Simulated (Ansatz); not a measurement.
## Run report: Mo$_{8}$Te$_{16}$H (charge −1), geometry relaxation (part 1 of 3)

System: Mo$_{8}$Te$_{16}$H (defect cell, 25 atoms in the cell, total charge −1).
Method: DFT PBE, scalar-relativistic, plane waves, PAW, no spin polarisation (Ansatz 0.2.0).

The structure derives from a Materials Project entry. It belongs to a series of runs on one base structure; here: H interstitial, charge -1, atoms relaxed at the host's cell.

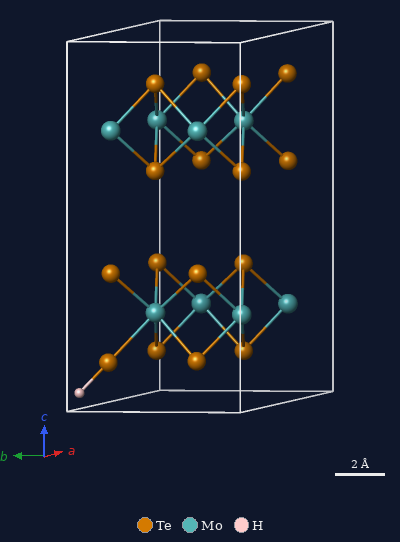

*The starting structure (ball-and-stick view of the cell of the calculation, seen at an oblique angle). An atom can appear more than once, as a periodic image.*

### Input
```yaml
crystal:
  lattice:
    - [3.5566633053, -6.16032155, 0.0]
    - [-7.1133266104, -1.0e-10, 0.0]
    - [0.0, 0.0, -15.3316102852]
  atoms:
    - { symbol: Te, position: [0.1651095559, 0.3335276826, 0.3650616693] }
    - { symbol: Te, position: [0.6637862464, 0.3359986013, 0.363988425] }
    - { symbol: Te, position: [0.1647250597, 0.835070936, 0.364027942] }
    - { symbol: Te, position: [0.6662440406, 0.8346820483, 0.3650563096] }
    - { symbol: Te, position: [0.3280937671, 0.1667763255, 0.8683988092] }
    - { symbol: Te, position: [0.8261927287, 0.1697618952, 0.8690507986] }
    - { symbol: Te, position: [0.3305957795, 0.6685161801, 0.8683961998] }
    - { symbol: Te, position: [0.8263294396, 0.6640488409, 0.8701361835] }
    - { symbol: Te, position: [0.3306542086, 0.168404066, 0.6323998302] }
    - { symbol: Te, position: [0.8309731569, 0.1681423465, 0.6323506625] }
    - { symbol: Te, position: [0.3306587174, 0.668454412, 0.6325414686] }
    - { symbol: Te, position: [0.8307107256, 0.6684641783, 0.6323997129] }
    - { symbol: Te, position: [0.1641229851, 0.3390930439, 0.1287442772] }
    - { symbol: Te, position: [0.6645047382, 0.3353199922, 0.1281393505] }
    - { symbol: Te, position: [0.1593514399, 0.8465617148, 0.123681722] }
    - { symbol: Te, position: [0.6623500031, 0.8373071705, 0.1273767012] }
    - { symbol: Mo, position: [0.1639355891, 0.3349338737, 0.7504927124] }
    - { symbol: Mo, position: [0.664345781, 0.3347716986, 0.750121595] }
    - { symbol: Mo, position: [0.1638932101, 0.835220897, 0.7504593627] }
    - { symbol: Mo, position: [0.6641812697, 0.8351812368, 0.7504943459] }
    - { symbol: Mo, position: [0.3292485492, 0.1674839659, 0.2454358731] }
    - { symbol: Mo, position: [0.8306051359, 0.1692218798, 0.2464907824] }
    - { symbol: Mo, position: [0.3325762873, 0.6671416852, 0.249184444] }
    - { symbol: Mo, position: [0.8323269499, 0.6705368232, 0.2454544] }
    - { symbol: H, position: [0.0480123614, -0.0462878423, 0.0474860476] }
  host:
    lattice:
      - [3.5566633052, 0.0, 0.0]
      - [-1.7783316526, 3.080160775, 0.0]
      - [0.0, 0.0, 15.3316102852]
    atoms:
      - { symbol: Te, position: [0.3333333333, 0.6666666667, 0.6320701688] }
      - { symbol: Te, position: [0.6666666667, 0.3333333333, 0.1320701688] }
      - { symbol: Te, position: [0.6666666667, 0.3333333333, 0.3679298312] }
      - { symbol: Te, position: [0.3333333333, 0.6666666667, 0.8679298312] }
      - { symbol: Mo, position: [0.3333333333, 0.6666666667, 0.25] }
      - { symbol: Mo, position: [0.6666666667, 0.3333333333, 0.75] }
total_charge: -1
basis:
  ecutwfc: 420
  xc_grid: 2
kpoints:
  mp_grid: { grid: [2, 2, 2], shift: [0.0, 0.0, 0.0] }
hamiltonian:
  xc: pbe
scf:
  occupations: { method: gaussian, width: 0.01 }
output:
  forces: true
  stress: false
  eigenvalues: true
  charged_corrections:
    defect_position: [0.0, 0.0, 0.0]
    epsilon: [[19.933, 0.0, 0.0], [0.0, 19.933, 0.0], [0.0, 0.0, 6.4737]]
  write_density: true
  write_potential: true
  elf: true
  volumetric_format: npy
relax:
  adjacent_minimum: "off"
  f_tol: 0.025
  max_steps: 45
```

Launched with:
```bash
ansatz run input.yaml --threads 4 --pin off --max-ram 10240MiB --backend cpu --events-out ev --progress --plain --runs-dir out
```

### Log
```
Engine: ansatz 0.2.0, x86_64-unknown-linux-gnu
Pseudopotentials: kind: paw
Pseudopotential: Te, paw, valence charge 16, recommended cutoff 420 eV (normal), Te.paw.azcp
Pseudopotential: Mo, paw, valence charge 14, recommended cutoff 420 eV (normal), Mo.paw.azcp
Pseudopotential: H, paw, valence charge 1, recommended cutoff 420 eV (normal), H.paw.azcp
Functional definition: PBE
  parameter kappa = 0.804
  parameter beta = 0.06672455060314922
  exchange = pbe_x(kappa = kappa, mu = beta*pi^2/3)
  correlation = pbe_c(beta = beta)
Crystal: 25 atoms, lattice volume = 671.837 Å³
Basis set: ecut = 420 eV, 13065 PW (Γ), exchange–correlation on 96×96×216 points (8 copies of the dense FFT grid, shifted against one another)
Bands: 222, of which v1, the nominal top of the filled ones, is band 185 counted from 1 (184 counted from 0)
Symmetry: 1 space group operations
Space group: P1 (ITA 1), of the structure as read, at distance tolerance 8.8e-5 Å
k-points: 8
Non-local potential: Te, projectors of the file, l = 0: 2, l = 1: 2, l = 2: 2, l = 3: 2
Non-local potential: Mo, projectors of the file, l = 0: 3, l = 1: 2, l = 2: 2, l = 3: 1
Non-local potential: H, projectors of the file, l = 0: 2, l = 1: 1
PAW form: soft (Blöchl's): semilocal exchange-correlation on the pseudo side does not see the compensation charge
PAW one-centre angular grid: Te, 590 points (default); XC on 64 Gauss nodes
PAW one-centre angular grid: Mo, 590 points (default); XC on 64 Gauss nodes
PAW one-centre angular grid: H, 110 points (default); XC on 64 Gauss nodes
Initial density: superposition of atomic densities (neutral atoms scaled as one to the charged cell's electrons: chi_scale 0, normalization atom), corrected by the library's trained network
Initial wavefunctions: pseudopotential atomic-orbital guess
Functional: x = pbe(κ = 0.804, μ = 0.2195149727645171), c = pbe(β = 0.06672455060314922)
SCF iter   1: F=—  HF=-151337.552375 eV  |F-HF|=—  |Δ(HF+E_count)|=         —  Δρ=1.13e-2  dr2=2.71e0  ethr=1.77e-3  ⟨swp⟩=6.4  Hψ=6576  notcnv=0  defer=7
preconditioner: auto → Resta (q_TF=auto, 2.470 Å⁻¹)  ε∞=7.0  [insulator: Δε(μ)=0.333 eV  Ē_g=7.094 eV  σ=0.010 eV  W_gap=1.00  n_scr=174 (ndim 8)  ℏωp=17.3 eV  f_vac=0.104  D(μ)=0.00/eV (n_scr^D=0)  ε∞_Penn≈7.0]
SCF iter   2: F=—  HF=-151337.319101 eV  |F-HF|=—  |Δ(HF+E_count)|=   2.33e-1  Δρ=1.04e-2  dr2=2.15e0  ethr=7.32e-4  ⟨swp⟩=2.1  Hψ=2147  notcnv=0  defer=237
preconditioner: auto → LDOS  [insulator: Δε(μ)=0.026 eV  Ē_g=7.036 eV  σ=0.010 eV  W_gap=0.53  n_scr=174 (ndim 8)  ℏωp=17.3 eV  f_vac=0.105  D(μ)=36.60/eV (n_scr^D=350)  ε∞_Penn≈7.1  β→1.0]
SCF iter   3: F=—  HF=-151337.182270 eV  |F-HF|=—  |Δ(HF+E_count)|=   1.37e-1  Δρ=3.46e-3  dr2=4.34e-1  ethr=5.80e-4  ⟨swp⟩=2.9  Hψ=2224  notcnv=0  defer=237
SCF iter   4: F=—  HF=-151337.160976 eV  |F-HF|=—  |Δ(HF+E_count)|=   2.13e-2  Δρ=2.14e-3  dr2=6.78e-2  ethr=1.17e-4  ⟨swp⟩=3.1  Hψ=2007  notcnv=0  defer=237
SCF iter   5: F=—  HF=-151337.156383 eV  |F-HF|=—  |Δ(HF+E_count)|=   4.59e-3  Δρ=1.23e-3  dr2=2.98e-2  ethr=1.83e-5  ⟨swp⟩=2.4  Hψ=2100  notcnv=0  defer=233
SCF iter   6: F=—  HF=-151337.155691 eV  |F-HF|=—  |Δ(HF+E_count)|=   6.92e-4  Δρ=3.64e-4  dr2=5.09e-3  ethr=8.04e-6  ⟨swp⟩=2.0  Hψ=1734  notcnv=0  defer=233
SCF iter   7: F=—  HF=-151337.156114 eV  |F-HF|=—  |Δ(HF+E_count)|=   4.23e-4  Δρ=2.41e-4  dr2=2.61e-3  ethr=1.37e-6  ⟨swp⟩=1.9  Hψ=1701  notcnv=0  defer=233
SCF iter   8: F=—  HF=-151337.155968 eV  |F-HF|=—  |Δ(HF+E_count)|=   1.46e-4  Δρ=1.30e-4  dr2=4.57e-4  ethr=7.05e-7  ⟨swp⟩=2.0  Hψ=1999  notcnv=0  defer=233
SCF iter   9: F=—  HF=-151337.155930 eV  |F-HF|=—  |Δ(HF+E_count)|=   3.82e-5  Δρ=6.68e-5  dr2=1.69e-4  ethr=1.24e-7  ⟨swp⟩=2.0  Hψ=2714  notcnv=0  defer=233
SCF iter  10: F=—  HF=-151337.155923 eV  |F-HF|=—  |Δ(HF+E_count)|=   6.57e-6  Δρ=3.24e-5  dr2=3.05e-5  ethr=4.56e-8  ⟨swp⟩=2.0  Hψ=2023  notcnv=0  defer=233
SCF iter  11: F=-151337.155921 eV  HF=-151337.155923 eV  |F-HF|=1.49e-6  |Δ(HF+E_count)|=   8.03e-7  Δρ=1.24e-5  dr2=2.12e-6  ethr=4.22e-9  ⟨swp⟩=17.8  Hψ=15214  notcnv=0
SCF 1 converged in 11 iterations: F = -151337.155921 eV  dr2 = 2.12e-6
  greatest PAW one-centre occupation: 0.998 electrons in one spin orbital (limit 2), on the Mo atom at site 22 (counted from 0), in its partial waves of l = 0
relax step   1: F+E_penalty+E_count = -151337.15592119 eV  Δ(F+E_penalty+E_count) = +0.000e0 eV  max|allowed force component| = 6.457e-1 eV/Å  Δτ_max = 0.0000 Å  (11 SCF iters, dr2 threshold 1.56e-5 eV, accepted)
Initial density: handed on by an earlier stage of this run
Initial wavefunctions: those handed on with the density
iter 1 solved again at ethr=1.99e-4 eV; its pass at ethr=3.10e-3 eV (dr2=7.37e-1 eV) is discarded
SCF iter   1: F=—  HF=-151337.128923 eV  |F-HF|=—  |Δ(HF+E_count)|=         —  Δρ=9.04e-3  dr2=7.41e-1  ethr=1.99e-4  ⟨swp⟩=2.0  Hψ=5941  notcnv=0  defer=233
preconditioner: auto → Resta (q_TF=auto, 2.470 Å⁻¹)  ε∞=7.0  [insulator: Δε(μ)=0.262 eV  Ē_g=7.060 eV  σ=0.010 eV  W_gap=1.00  n_scr=174 (ndim 8)  ℏωp=17.3 eV  f_vac=0.101  D(μ)=0.00/eV (n_scr^D=0)  ε∞_Penn≈7.0]
SCF iter   2: F=—  HF=-151337.053611 eV  |F-HF|=—  |Δ(HF+E_count)|=   7.53e-2  Δρ=6.64e-3  dr2=5.40e-1  ethr=1.99e-4  ⟨swp⟩=3.0  Hψ=2185  notcnv=0  defer=233
SCF iter   3: F=—  HF=-151337.042852 eV  |F-HF|=—  |Δ(HF+E_count)|=   1.08e-2  Δρ=6.00e-3  dr2=6.25e-1  ethr=1.46e-4  ⟨swp⟩=3.1  Hψ=2209  notcnv=0  defer=239
SCF iter   4: F=—  HF=-151336.992462 eV  |F-HF|=—  |Δ(HF+E_count)|=   5.04e-2  Δρ=1.29e-3  dr2=2.40e-2  ethr=1.46e-4  ⟨swp⟩=2.4  Hψ=2080  notcnv=0  defer=239
SCF iter   5: F=—  HF=-151336.991955 eV  |F-HF|=—  |Δ(HF+E_count)|=   5.07e-4  Δρ=8.10e-4  dr2=8.15e-3  ethr=6.48e-6  ⟨swp⟩=2.2  Hψ=1962  notcnv=0  defer=239
SCF iter   6: F=—  HF=-151336.991597 eV  |F-HF|=—  |Δ(HF+E_count)|=   3.58e-4  Δρ=4.68e-4  dr2=3.24e-3  ethr=2.20e-6  ⟨swp⟩=2.0  Hψ=1913  notcnv=0  defer=239
SCF iter   7: F=—  HF=-151336.991424 eV  |F-HF|=—  |Δ(HF+E_count)|=   1.73e-4  Δρ=1.67e-4  dr2=3.84e-4  ethr=8.76e-7  ⟨swp⟩=1.8  Hψ=1906  notcnv=0  defer=239
SCF iter   8: F=—  HF=-151336.991478 eV  |F-HF|=—  |Δ(HF+E_count)|=   5.42e-5  Δρ=1.21e-4  dr2=2.56e-4  ethr=1.04e-7  ⟨swp⟩=2.0  Hψ=1987  notcnv=0  defer=239
SCF iter   9: F=—  HF=-151336.991492 eV  |F-HF|=—  |Δ(HF+E_count)|=   1.31e-5  Δρ=8.61e-5  dr2=1.33e-4  ethr=6.91e-8  ⟨swp⟩=2.0  Hψ=1950  notcnv=0  defer=239
SCF iter  10: F=-151336.991483 eV  HF=-151336.991491 eV  |F-HF|=7.52e-6  |Δ(HF+E_count)|=   9.37e-7  Δρ=3.51e-5  dr2=1.84e-5  ethr=7.04e-9  ⟨swp⟩=15.8  Hψ=15178  notcnv=0
SCF 2 converged in 10 iterations: F = -151336.991483 eV  dr2 = 1.84e-5
relax step   2: F+E_penalty+E_count = -151336.99148308 eV  Δ(F+E_penalty+E_count) = +1.644e-1 eV  max|allowed force component| = 7.455e-1 eV/Å  Δτ_max = 0.1941 Å  (10 SCF iters, dr2 threshold 2.61e-5 eV, rejected (line search))
[... from here on the SCF iterations and repeated set-up lines of each step are left out, up to the last step ...]
SCF 3 converged in 16 iterations: F = -151337.255513 eV  dr2 = 4.02e-8
relax step   3: F+E_penalty+E_count = -151337.25551282 eV  Δ(F+E_penalty+E_count) = -9.959e-2 eV  max|allowed force component| = 2.770e-1 eV/Å  Δτ_max = 0.0945 Å  (16 SCF iters, accepted)
SCF 4 converged in 10 iterations: F = -151337.274258 eV  dr2 = 3.19e-6
relax step   4: F+E_penalty+E_count = -151337.27425769 eV  Δ(F+E_penalty+E_count) = -1.874e-2 eV  max|allowed force component| = 9.252e-2 eV/Å  Δτ_max = 0.0859 Å  (10 SCF iters, dr2 threshold 4.79e-6 eV, accepted)
SCF 5 converged in 12 iterations: F = -151337.287669 eV  dr2 = 3.59e-7
relax step   5: F+E_penalty+E_count = -151337.28766915 eV  Δ(F+E_penalty+E_count) = -1.341e-2 eV  max|allowed force component| = 6.112e-2 eV/Å  Δτ_max = 0.0968 Å  (12 SCF iters, dr2 threshold 9.55e-7 eV, accepted)
SCF 6 converged in 15 iterations: F = -151337.295838 eV  dr2 = 2.51e-8
relax step   6: F+E_penalty+E_count = -151337.29583830 eV  Δ(F+E_penalty+E_count) = -8.169e-3 eV  max|allowed force component| = 8.705e-2 eV/Å  Δτ_max = 0.1824 Å  (15 SCF iters, accepted)
SCF 7 converged in 9 iterations: F = -151337.301794 eV  dr2 = 2.37e-6
relax step   7: F+E_penalty+E_count = -151337.30179374 eV  Δ(F+E_penalty+E_count) = -5.955e-3 eV  max|allowed force component| = 8.663e-2 eV/Å  Δτ_max = 0.0453 Å  (9 SCF iters, dr2 threshold 3.31e-6 eV, accepted)
SCF 8 converged in 6 iterations: F = -151337.303042 eV  dr2 = 3.44e-6
relax step   8: F+E_penalty+E_count = -151337.30304164 eV  Δ(F+E_penalty+E_count) = -1.248e-3 eV  max|allowed force component| = 1.684e-2 eV/Å  Δτ_max = 0.0145 Å  (6 SCF iters, dr2 threshold 7.43e-6 eV, accepted)
SCF 9 converged in 5 iterations: F = -151337.303044 eV  dr2 = 3.09e-8
relax step   9: F+E_penalty+E_count = -151337.30304395 eV  Δ(F+E_penalty+E_count) = -2.312e-6 eV  max|allowed force component| = 1.678e-2 eV/Å  Δτ_max = 0.0000 Å  (5 SCF iters, accepted)
SCF 10 converged in 11 iterations: F = -151337.303709 eV  dr2 = 2.30e-8
relax step  10: F+E_penalty+E_count = -151337.30370867 eV  Δ(F+E_penalty+E_count) = -6.647e-4 eV  max|allowed force component| = 1.803e-2 eV/Å  Δτ_max = 0.0303 Å  (11 SCF iters, accepted)
SCF 11 converged in 10 iterations: F = -151337.304882 eV  dr2 = 8.79e-8
relax step  11: F+E_penalty+E_count = -151337.30488171 eV  Δ(F+E_penalty+E_count) = -1.173e-3 eV  max|allowed force component| = 2.270e-2 eV/Å  Δτ_max = 0.0648 Å  (10 SCF iters, accepted)
SCF 12 converged in 13 iterations: F = -151337.307945 eV  dr2 = 1.86e-8
relax step  12: F+E_penalty+E_count = -151337.30794477 eV  Δ(F+E_penalty+E_count) = -3.063e-3 eV  max|allowed force component| = 3.185e-2 eV/Å  Δτ_max = 0.1416 Å  (13 SCF iters, accepted)
SCF 13 converged in 10 iterations: F = -151337.311165 eV  dr2 = 4.04e-7
relax step  13: F+E_penalty+E_count = -151337.31116474 eV  Δ(F+E_penalty+E_count) = -3.220e-3 eV  max|allowed force component| = 7.171e-2 eV/Å  Δτ_max = 0.1948 Å  (10 SCF iters, dr2 threshold 1.01e-6 eV, accepted)
SCF 14 converged in 9 iterations: F = -151337.280415 eV  dr2 = 2.95e-6
relax step  14: F+E_penalty+E_count = -151337.28041455 eV  Δ(F+E_penalty+E_count) = +3.075e-2 eV  max|allowed force component| = 7.370e-1 eV/Å  Δτ_max = 0.0847 Å  (9 SCF iters, dr2 threshold 5.14e-6 eV, rejected (line search))
SCF iter   1: F=—  HF=-151337.320559 eV  |F-HF|=—  |Δ(HF+E_count)|=         —  Δρ=2.44e-3  dr2=3.38e-2  ethr=9.68e-5  ⟨swp⟩=4.9  Hψ=3226  notcnv=0  defer=225
preconditioner: auto → Resta (q_TF=auto, 2.470 Å⁻¹)  ε∞=7.0  [insulator: Δε(μ)=0.353 eV  Ē_g=7.047 eV  σ=0.010 eV  W_gap=1.00  n_scr=174 (ndim 8)  ℏωp=17.3 eV  f_vac=0.100  D(μ)=0.00/eV (n_scr^D=0)  ε∞_Penn≈7.0]
SCF iter   2: F=—  HF=-151337.314364 eV  |F-HF|=—  |Δ(HF+E_count)|=   6.19e-3  Δρ=1.45e-3  dr2=1.23e-2  ethr=9.13e-6  ⟨swp⟩=2.2  Hψ=2720  notcnv=0  defer=225
SCF iter   3: F=—  HF=-151337.314655 eV  |F-HF|=—  |Δ(HF+E_count)|=   2.91e-4  Δρ=1.34e-3  dr2=3.29e-2  ethr=3.32e-6  ⟨swp⟩=3.9  Hψ=2441  notcnv=0  defer=225  recentre
SCF iter   4: F=—  HF=-151337.312182 eV  |F-HF|=—  |Δ(HF+E_count)|=   2.47e-3  Δρ=2.33e-4  dr2=8.02e-4  ethr=3.32e-6  ⟨swp⟩=3.9  Hψ=2096  notcnv=0  defer=225
SCF iter   5: F=—  HF=-151337.312151 eV  |F-HF|=—  |Δ(HF+E_count)|=   3.10e-5  Δρ=1.16e-4  dr2=1.85e-4  ethr=2.17e-7  ⟨swp⟩=2.0  Hψ=1952  notcnv=0  defer=225
SCF iter   6: F=—  HF=-151337.312142 eV  |F-HF|=—  |Δ(HF+E_count)|=   8.88e-6  Δρ=9.32e-5  dr2=1.64e-4  ethr=5.01e-8  ⟨swp⟩=2.0  Hψ=1998  notcnv=0  defer=225
SCF iter   7: F=—  HF=-151337.312128 eV  |F-HF|=—  |Δ(HF+E_count)|=   1.43e-5  Δρ=2.96e-5  dr2=1.28e-5  ethr=4.42e-8  ⟨swp⟩=2.0  Hψ=1894  notcnv=0  defer=225
SCF iter   8: F=—  HF=-151337.312785 eV  |F-HF|=—  |Δ(HF+E_count)|=   6.57e-4  Δρ=1.54e-5  dr2=3.71e-6  ethr=3.47e-9  ⟨swp⟩=2.0  Hψ=1922  notcnv=0  defer=225
SCF iter   9: F=—  HF=-151337.312786 eV  |F-HF|=—  |Δ(HF+E_count)|=   8.59e-7  Δρ=6.74e-6  dr2=7.56e-7  ethr=1.00e-9  ⟨swp⟩=2.0  Hψ=2004  notcnv=0  defer=225
SCF iter  10: F=—  HF=-151337.312786 eV  |F-HF|=—  |Δ(HF+E_count)|=   5.25e-7  Δρ=1.05e-5  dr2=2.19e-6  ethr=2.04e-10  ⟨swp⟩=2.0  Hψ=2081  notcnv=0  defer=225  recentre
SCF iter  11: F=—  HF=-151337.312786 eV  |F-HF|=—  |Δ(HF+E_count)|=   1.12e-7  Δρ=3.07e-6  dr2=1.56e-7  ethr=2.04e-10  ⟨swp⟩=2.0  Hψ=1999  notcnv=0  defer=225
SCF iter  12: F=-151337.312786 eV  HF=-151337.312786 eV  |F-HF|=1.73e-8  |Δ(HF+E_count)|=   7.68e-8  Δρ=2.05e-6  dr2=6.89e-8  ethr=2.70e-11  ⟨swp⟩=15.0  Hψ=11440  notcnv=0
SCF 15 converged in 12 iterations: F = -151337.312786 eV  dr2 = 6.89e-8
relax step  15: F+E_penalty+E_count = -151337.31278623 eV  Δ(F+E_penalty+E_count) = -1.621e-3 eV  max|allowed force component| = 8.374e-3 eV/Å  Δτ_max = 0.0218 Å  (12 SCF iters, accepted)
```

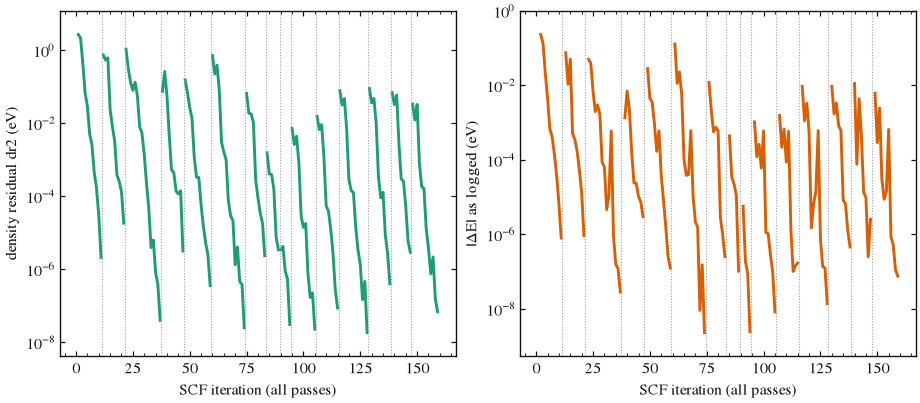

*Convergence of the self-consistent field: density residual dr2 and size of the energy change against the SCF iteration. The dotted lines part the SCF passes of the relaxation: geometry steps, rejected trials and re-solves on a re-selected basis.*

The 15 passes take 5 to 16 iterations each, 159 in all.

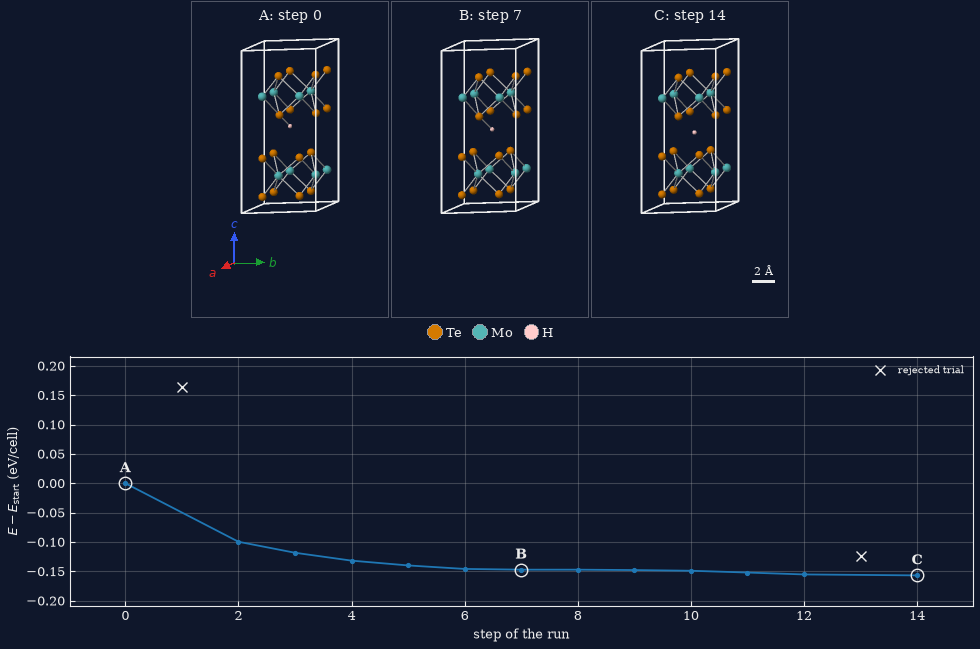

*Frames of the relaxation (ball-and-stick view of the cell of the calculation (origin shifted), seen slightly off an axis) above the curves, on which the letters mark them (the first geometry is step 0 here and step 1 in the log).*

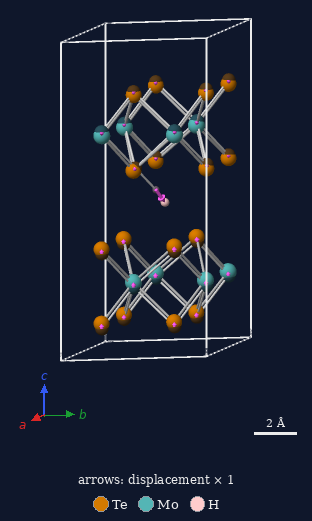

*Start (faint) and end (solid) with the displacements as pink arrows, at true length (ball-and-stick view of the cell of the calculation (origin shifted), seen slightly off an axis).*

Over 14 geometry steps the energy falls by 0.157 eV per cell of the calculation. The largest force component goes from 0.65 to 0.0084 eV/Å. The line search rejected the trial steps at points 1, 13 (counted from 0) and went back. H25 moves most: 0.88 Å. By element the largest moves are H 0.88 Å, Te 0.25 Å, Mo 0.24 Å. The lattice vectors keep their values. Among the contacts that change: Te15–H25 1.782 → 2.670 Å, Te15–Mo23 2.902 → 2.777 Å, Te6–Mo18 2.716 → 2.772 Å, Te13–Mo23 2.738 → 2.776 Å. Bonds break: Te15–H25 (1.78 → 2.67 Å). Among the angles that change: Te2–Mo21–Te15 138.1° → 135.3°, Mo23–Te15–Mo24 78.3° → 80.4°, Te13–Mo21–Te15 79.4° → 81.4°. (Atoms are counted from 1 in the order of the input.)

```
SCF converged after 12 iterations
Free energy (F): -151337.312786 eV
Harris-Foulkes:  -151337.312786 eV  (|F-HF|=1.73e-8)
Internal energy: -151337.312786 eV  (E = F + TS)
E sigma→0 (E₀):  -151337.312786 eV
Fermi energy:    11.473009 eV
--- Per-component energies (eV) ---
  E_band       = -5213.409001
  E_kinetic    = 6448.213278
  E_local      = -38744.614713  (includes V_loc(G=0)·N_el)
  E_nonlocal   = -3807.870499
  E_hartree    = 20827.272028
  E_xc         = -3474.503120
  E_vxc        = -3522.069049  (∫ρ·V_xc dr)
  E_paw        = -100216.167246  (= ΣΔE_a)
  E_vpaw       = -7241.628107  (= ΣTr[D̂ρ^β])
  E_aug_tail   = -0.003648  (compensation charges beyond the density's cutoff)
  E_ewald      = -32369.638865
  E_smearing   = -0.000000  (= −TS)
  E_closure    = 0.000000  (closes the sum)
  E_deformation_potential = -16.298272  (in the stress; not in F)
  Σ components = -151337.312786   (vs F -151337.312786, Δ=0.00e0)
```
